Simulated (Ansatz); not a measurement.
System: HfS2/HfS2 (1T bilayer).

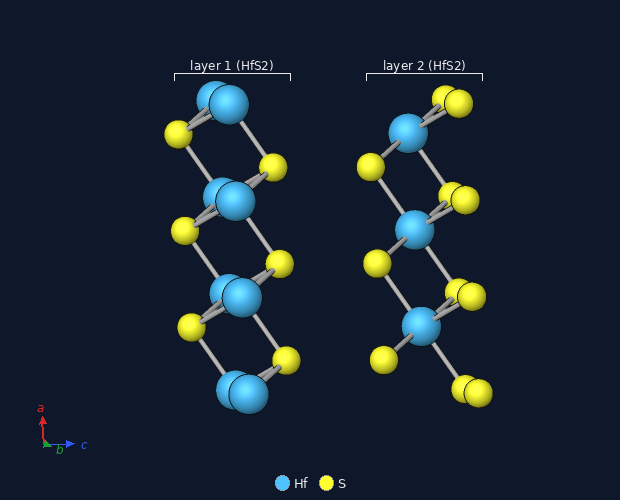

The structure (hafnium blue, sulfur yellow). Bonds to atoms that aren't drawn are left out. 3×1×1 cells are drawn. Some periodic images of atoms are drawn too.

The cell holds 6 atoms: 2 Hf and 4 S. Cell: a = 3.569 Å, b = 3.569 Å, c = 41.200 Å, α = 90.0°, β = 90.0°, γ = 120.0°. Regions: layer 1 (HfS2), 3 atoms (1 Hf and 2 S); layer 2 (HfS2), 3 atoms (1 Hf and 2 S). Vacuum lies along c.

```xyz
6
Lattice="3.5689 0.0000 0.0000 -1.7844 3.0907 0.0000 0.0000 0.0000 41.2000" Properties=species:S:1:pos:R:3
Hf    0.0000    0.0000   17.5444
S     0.0000    2.0605   18.9929
S     1.7844    1.0302   16.0900
Hf    1.7844    1.0302   23.6556
S     0.0000    0.0000   25.1100
S     0.0000    2.0605   22.2071
```

The structure was relaxed with PBEsol-D3(BJ). At the settings of the band run the largest force is still 0.07 eV/Å. The runs that relaxed it are not among those shown. Spin-orbit coupling is left out unless a run names it.

Gaps computed with Ansatz 0.2.0 without a self-energy: PBEsol 0.87 eV and PBEsol+SOC 0.80 eV.

**Question.** What gap should G0W0 on PBEsol give (6×6×1 mesh, 670 empty bands, screening to 75 eV, PAW set soft_1 files)?

About 1.88 eV: on its mesh the run moves the gap from 0.87 eV by +1.01 eV. Spin-orbit coupling is not in that value; its −0.06 eV at the PBEsol level would bring it to about 1.81 eV. Bands and cutoff are finite, so the gap is not at the basis limit. The miss can reach some tenths of an eV and take either sign; the mesh is an error of its own. The mesh in the plane is coarse for a sheet; gap and any exciton binding can still move on denser ones. The many-body steps are scalar-relativistic: spin-orbit coupling is not in them.

[Paths, hosts, dates, memory and timing lines, banners, echoed tables and standing remarks are left out of the program output.]

[Logs are printed without paths, hosts, clocks, repeated set-up lines and the standing remarks that a program may print on its own settings, such as how far it seeks lower states.]

[Runs of the session that timed out or met a known fault of the program may be left out.]

[Cells called generated may have been cut or substituted from an entry of the Crystallography Open Database or the Materials Project.]

[Hosts, paths, dates, database ids (printed as entryN), source tags and the programs' standing remarks are cut or masked in the printed files.]
